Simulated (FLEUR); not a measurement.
# Sb: 5 runs along one coordinate

System: Sb (P2₁/m, 4 atoms in the cell).
Method: Kohn-Sham DFT of a periodic cell, LDA, all-electron, no spin polarisation (FLEUR MaX-R8.1 (later development tree)).

The 5 runs differ only in the geometry, by an even scaling of the cell at fixed fractional positions. The structure derives from a Materials Project entry.

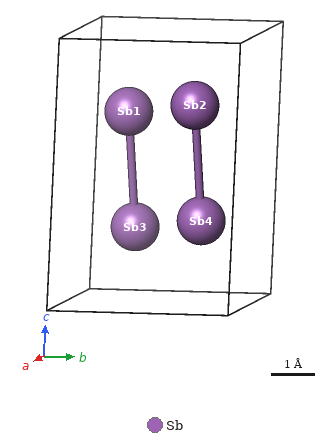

Figure 1. The structure of run 3 (ball-and-stick view of the cell of the calculation, seen slightly off an axis; atoms are numbered from 1 in the order of the input). An atom can appear more than once, as a periodic image.

**Input of run 3**
```
<?xml version="1.0" encoding="UTF-8" standalone="no"?>
<fleurInput fleurInputVersion="0.39">
   <comment>
      Sb                                                                                                  
   </comment>
   <calculationSetup>
      <cutoffs Kmax="4.1" Gmax="12.7" GmaxXC="12.7" numbands="0"/>
      <scfLoop itmax="60" minDistance="0.00001" maxIterBroyd="15" imix="Anderson" alpha="0.05" precondParam="0.0" spinf="2.0" sdNocoIR="T"/>
      <coreElectrons ctail="T" frcor="F" kcrel="0" coretail_lmax="0"/>
      <xcFunctional name="vwn" relativisticCorrections="F"/>
      <magnetism jspins="1"/>
      <soc l_soc="F" theta="0.0" phi="0.0" spav="F"/>
      <expertModes spex="0" secvar="F"/>
      <geometryOptimization l_f="F" forcealpha="1.0" forcemix="BFGS" epsdisp="0.00001" epsforce="0.00001"/>
      <ldaU l_linMix="F" mixParam="0.05" spinf="1.0"/>
   </calculationSetup>
   <cell>
      <bzIntegration valenceElectrons="84.0" mode="hist" fermiSmearingEnergy="0.00183747">
         <kPointListSelection listName="default-1"/>
         <!-- k-points included here -->
         <xi:include xmlns:xi="http://www.w3.org/2001/XInclude" href="kpts.xml"> </xi:include>
      </bzIntegration>
      <!-- symmetry operations included here -->
      <xi:include xmlns:xi="http://www.w3.org/2001/XInclude" href="sym.xml"> </xi:include>
      <bulkLattice scale="1.0000000000">
         <bravaisMatrix>
            <row-1>    8.5561129743514197     0.0000000000000000     0.0000000000000000</row-1>
            <row-2>    0.0000000000000000     8.3546681694690594     0.0000000000000000</row-2>
            <row-3>   -2.4954192523306671     0.0000000000000000    12.0268746816457597</row-3>
         </bravaisMatrix>
      </bulkLattice>
   </cell>
   <atomSpecies>
      <species name="Antimony (Sb)" element="Sb" atomicNumber="51">
         <mtSphere radius="2.48" gridPoints="843" logIncrement="0.015"/>
         <atomicCutoffs lmax="10" lnonsphr="10"/>
         <electronConfig flipSpins="F">
            <coreConfig>(1s1/2) (2s1/2) (2p1/2) (2p3/2) (3s1/2) (3p1/2) (3p3/2) (4s1/2) (3d3/2) (3d5/2)</coreConfig>
            <valenceConfig>(4p1/2) (4p3/2) (5s1/2) (4d3/2) (4d5/2) (5p1/2) (5p3/2)</valenceConfig>
            <stateOccupation state="(5p1/2)" spinUp="0.500000" spinDown="0.500000"/>
            <stateOccupation state="(5p3/2)" spinUp="1.000000" spinDown="1.000000"/>
         </electronConfig>
         <energyParameters s="5" p="5" d="5" f="4"/>
         <lo type="SCLO" l="1" n="4" eDeriv="0"/>
         <lo type="SCLO" l="1" n="4" eDeriv="1"/>
         <lo type="SCLO" l="2" n="4" eDeriv="0"/>
         <lo type="SCLO" l="2" n="4" eDeriv="1"/>
         <lo type="SCLO" l="0" n="5" eDeriv="2"/>
         <lo type="SCLO" l="3" n="4" eDeriv="2"/>
      </species>
   </atomSpecies>
   <atomGroups>
      <atomGroup species="Antimony (Sb)">
         <relPos label="                   1">.3399300000 1.000/4.000 -.3163300000</relPos>
         <relPos label="                   4">-.3399300000 -1.000/4.000 .3163300000</relPos>
         <force calculate="T" relaxXYZ="TTT"/>
      </atomGroup>
      <atomGroup species="Antimony (Sb)">
         <relPos label="                   2">-.0633620000 -1.000/4.000 -.2372420000</relPos>
         <relPos label="                   3">.0633620000 1.000/4.000 .2372420000</relPos>
         <force calculate="T" relaxXYZ="TTT"/>
      </atomGroup>
   </atomGroups>
   <output dos="F" band="F" slice="F">
      <checks vchk="F" cdinf="F"/>
      <bandDOS minEnergy="-.5*Htr" maxEnergy="0.5*Htr" sigma="0.015" storeEVData="T"/>
      <vacuumDOS vacdos="F" integ="F" star="F" nstars="0" locx1="0.0" locy1="0.0" locx2="0.0" locy2="0.0" nstm="0" tworkf="0.0"/>
      <unfoldingBand unfoldBand="F" supercellX="1" supercellY="1" supercellZ="1"/>
      <plotting iplot="0" polar="F">
         <plot TwoD="T" vec1="  1.0  0.0  0.0" vec2="  0.0  1.0  0.0" vec3="  0.0  0.0  1.0" zero="  0.0  0.0  0.0" file="plot"/>
      </plotting>
      <chargeDensitySlicing numkpt="0" minEigenval="0.0" maxEigenval="0.0" nnne="0" pallst="F"/>
      <specialOutput eonly="F"/>
      <moessbauerParams electricFieldGradient="T" isomerShift="T" coreHyperfine="T" valenceHyperfine="T"/>
      <magneticCircularDichroism mcd="F" energyLo="-10.0" energyUp="0.0"/>
   </output>
  <!-- We include the file relax.xml here to enable relaxations (see documentation) -->
  <xi:include xmlns:xi="http://www.w3.org/2001/XInclude" href="relax.xml"> <xi:fallback/> </xi:include>
</fleurInput>
```

Command:
```bash
inpgen -f crystal.txt -profile fastHighL; fleur_MPI
```

Run 4 has the same physical settings and fractional positions; its lattice vectors (Å) are:
```
   4.587282    0.000000    0.000000
   0.000000    4.479279    0.000000
  -1.337896    0.000000    6.448099
```

**Results, with one run withheld**

```csv
run,volume per atom (Å³),"free energy per atom, from the lowest run given (meV)"
1,29.938,0.00
2,30.575,3.94
3,31.849,24.02
4,33.123,?
5,33.760,78.43
```

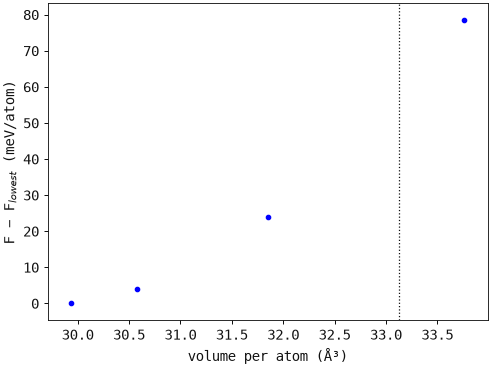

Figure 2. Free energy per atom of the runs given; the dotted line marks run 4.

Estimate the energy of run 4 from the others.

A quadratic polynomial in V^(−2/3) (the Birch–Murnaghan form), fitted to the 4 runs given, misses them by at most 0.04 meV per atom. With x = V^(−2/3) − 0.10031 Å⁻², it reads F = 16.619 − 8564.1 x + 1.0803e+06 x² (meV per atom). At run 4 it gives 57.48 meV per atom, and the run itself gives 57.56. The fit has no minimum inside this range.

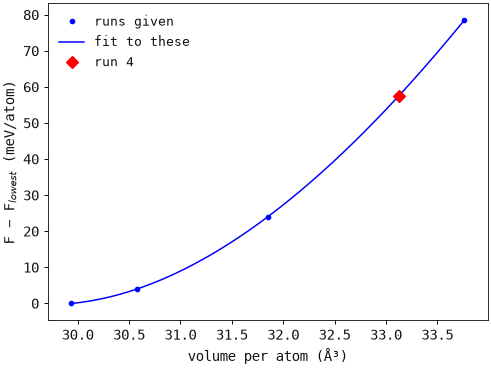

Figure 3. The fit and the withheld run.

**Output (run 4)**
```
Welcome to FLEUR        (www.flapw.de)
      MaX-Release 8.1          (www.max-centre.eu)

 ========== k-point set info ==========
 Selected k-point list: default-1
 k-point list type: mesh
 6 x 6 x 4
 Number of k points: 56

 ------------Calculation Setup---------------------------
 Number of MPI-tasks      :            1
 Number of PE/node        :            1
 Number of OMP-threads    :            1
 Most efficient MPI parallelization for:
           1           2           4           7           8          14          28          56
 Additional eigenvalue parallelization possible
 Number of basis functions:         1220
 Approximate size of matrices (H+S) per k-point:         0.022 GB
 --------------------------------------------------------

 Iteration:     1   Distance:       4.87219810 me/bohr^3

 Iteration:     2   Distance:       4.54851568 me/bohr^3

 Iteration:     3   Distance:       1.98776983 me/bohr^3

 Iteration:     4   Distance:       0.86168545 me/bohr^3

 Iteration:     5   Distance:       0.78762487 me/bohr^3

 Iteration:     6   Distance:       0.20122108 me/bohr^3

 Iteration:     7   Distance:       0.05656315 me/bohr^3

 Iteration:     8   Distance:       0.04840736 me/bohr^3

 Iteration:     9   Distance:       0.01381183 me/bohr^3

 Iteration:    10   Distance:       0.00322136 me/bohr^3

 Iteration:    11   Distance:       0.00251923 me/bohr^3

 Iteration:    12   Distance:       0.00038661 me/bohr^3

 Iteration:    13   Distance:       0.00019435 me/bohr^3

 Iteration:    14   Distance:       0.00006005 me/bohr^3

 Iteration:    15   Distance:       0.00000847 me/bohr^3

 ********************************************************************
 Run finished successfully
 Stop message:
   all done
 ********************************************************************
```
